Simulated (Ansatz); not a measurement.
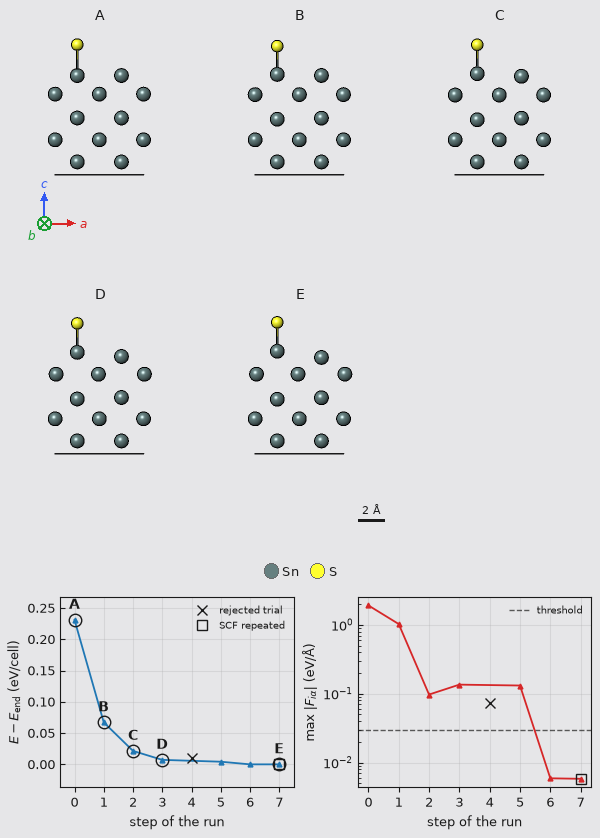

Frames of a constrained relaxation of a slab of composition Sn$_{10}$S (cut from the I4/mmm phase), marked on the history of the run. A ball-and-stick model of the 1 × 2 repeat of the cell, outlined in the plane, without the vacuum, seen along the b axis.

Case: S put at a top Sn site. The slab is the (1 0 0) face of Sn with S on it. 4 atoms are held fixed.

These are results of Ansatz 0.2.0, DFT PBE, scalar-relativistic, plane waves, PAW, not measurements.

Input
```yaml
crystal:
  lattice:
    - [6.9621627756, 0.0, 0.0]
    - [0.0, 4.6186495791, 0.0]
    - [0.0, 0.0, 25.9621627756]
  atoms:
    - { symbol: Sn, position: [0.25, 0.5, 0.3273995343] }
    - { symbol: Sn, position: [0.75, 0.5, 0.3273995343] }
    - { symbol: Sn, position: [0.5, 0.0, 0.394440971] }
    - { symbol: Sn, position: [0.0, 0.0, 0.394440971] }
    - { symbol: Sn, position: [0.75, 0.5, 0.4606868391] }
    - { symbol: Sn, position: [0.25, 0.5, 0.4606868391] }
    - { symbol: Sn, position: [0.0, 0.0, 0.5331761446] }
    - { symbol: Sn, position: [0.5, 0.0, 0.5331761446] }
    - { symbol: Sn, position: [0.25, 0.5, 0.5895399631] }
    - { symbol: Sn, position: [0.75, 0.5, 0.5895399631] }
    - { symbol: S, position: [0.25, 0.5, 0.6835228882] }
basis:
  ecutwfc: 420
kpoints:
  mp_grid: { grid: [4, 6, 1] }
hamiltonian:
  xc: pbe
scf:
  occupations: { method: gaussian, width: 0.1 }
output:
  forces: true
  eigenvalues: true
  write_density: true
  write_potential: true
  elf: true
  volumetric_format: npy
relax:
  adjacent_minimum: "off"
  f_tol: 0.03
  max_steps: 70
  constraints: [{ sites: [0, 1, 2, 3] }]
efield:
  axis: 3
  dipole_correction: true
  ramp_width: 0.04
```

Command:
```bash
ansatz run input.yaml --threads 2 --pin off --max-ram 5120MiB --backend cpu --events-out ev --progress --plain --runs-dir out
```

### What happens along the run?

Over 5 accepted moves (7 points after the start) the energy falls by 0.231 eV per cell of the calculation. Largest force component: 1.9 eV/Å at the start, 0.0058 eV/Å at the end. The line search rejected the trial step at point 4 of the run. 1 step only repeated the SCF at the same geometry. Sn9 moves most: 0.26 Å along the normal (+c). Largest moves by element: Sn 0.26 Å, S 0.09 Å. The cell doesn't change. Among the contacts that change: Sn9–S11 2.440 → 2.272 Å. From step 0 to 1: S11 moves most (0.13 Å), energy −0.164 eV per cell of the calculation. From step 1 to 2: S11 moves most (0.11 Å), energy −45.6 meV per cell of the calculation. From step 2 to 3: Sn10 moves most (0.10 Å), energy −14.3 meV per cell of the calculation. From step 3 to 7: Sn9 moves most (0.09 Å), energy −7.2 meV per cell of the calculation.

```
step  E − E(0), meV/atom  largest force component, eV/Å                         note
   0                0.00                         1.9183                             
   1              -14.90                         1.0290                             
   2              -19.05                         0.0972                             
   3              -20.35                         0.1355                             
   4              -20.11                         0.0737                     rejected
   5              -20.62                         0.1315                             
   6              -21.00                         0.0059                             
   7              -21.00                         0.0058  same geometry, SCF repeated
```

Limits of the set-up: the periodic images lie only 4.6 Å apart, so the values are limited by the cell's size.
